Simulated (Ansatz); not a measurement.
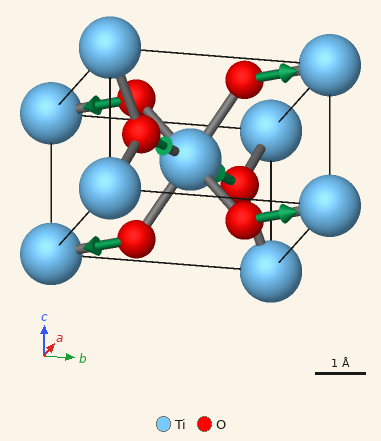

Lattice vibrations of a crystal of TiO2, space group P4₂/mnm (No. 136), at the zone centre. The optical levels lie at 130, 148, 166 (×2), 210, 357 (×2), 398, 419, 438 (×2), 485 (×2), 572, 769 cm⁻¹. One mode is drawn. The green arrows are the displacements of the atoms (eigenvector over the root of the mass), of arbitrary overall length and sign. Style: ball-and-stick. Shown: the cell of the calculation, from a free direction.

Computed with DFT PBE+U, scalar-relativistic, plane waves, PAW (Ansatz 0.2.0). Set-up: plane-wave cutoff 420 eV; k-point mesh 6 × 6 × 10; occupations gaussian; smearing width 0.05 eV; U Ti 4.0 eV; no spin polarisation.

Frequencies are those without the non-analytic (LO–TO) term.

### To which level does it belong?

The level at 572 cm⁻¹. This is the A₁g mode, optical level 10 of 11, counted from below, Raman-active by symmetry. The Ti atoms stay at rest; atoms of one kind move against one another, with no net shift of their sublattice; of the bonds it mainly stretches O–Ti, some lengthening while others shorten.
